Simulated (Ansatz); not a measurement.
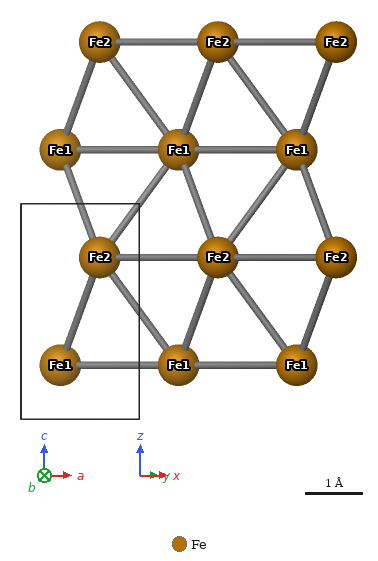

A scan of crystalline Fe (P6_3/mmc): the ratio of the cell's length along z to its lengths across, counted as 1 for the reference, is changed at fixed volume (a c/a path), with the atoms kept at their fractional coordinates. x, y and z are the Cartesian axes of the input. The picture shows the reference cell. A ball-and-stick model of the cell of the calculation, repeated 3 × 2 × 2 with one cell outlined, seen along the b axis.

The calculation used Ansatz 0.2.0, DFT PBEsol, scalar-relativistic, plane waves, PAW. Settings: plane-wave cutoff 420 eV; k-point mesh 24 × 24 × 14; occupations gaussian; smearing width 0.15 eV; no spin polarisation. Energies (free energies at the smearing named) are counted from the cell as listed in its source, which wasn't relaxed.

The input:
```yaml
crystal:
  lattice:
    - [2.4341575853, 0.0, 0.0]
    - [-1.2170787927, 2.1080423057, 0.0]
    - [0.0, 0.0, 3.84193447]
  atoms:
    - { symbol: Fe, position: [0.3333333333, 0.6666666667, 0.25] }
    - { symbol: Fe, position: [0.6666666667, 0.3333333333, 0.75] }
basis:
  ecutwfc: 420
kpoints:
  mp_grid: { grid: [24, 24, 14] }
hamiltonian:
  xc: pbesol
scf:
  occupations: { method: gaussian, width: 0.15 }
output:
  forces: true
  stress: true
  eigenvalues: true
```

Predict the energy profile (the relative ratio: 0.80, 0.85, 0.92, 0.96, 1.00, 1.05, 1.10, 1.20, 1.30).

Answer.
```tsv
axial ratio over its reference value	E − E(ref) (meV/atom)
0.80	419
0.85	242
0.92	70
0.96	18
1.00	0
1.05	22
1.10	89
1.20	320
1.30	618
```

Of the computed points the lowest is at the relative ratio 1.00, 0 meV/atom. The unrelaxed reference is under a pressure of −1.3 GPa. The distortion keeps the space group P6_3/mmc. At the relative ratio 1.30 the cell of the drawing goes a 2.434 → 2.230 Å, b 2.434 → 2.230 Å, c 3.842 → 4.576 Å.
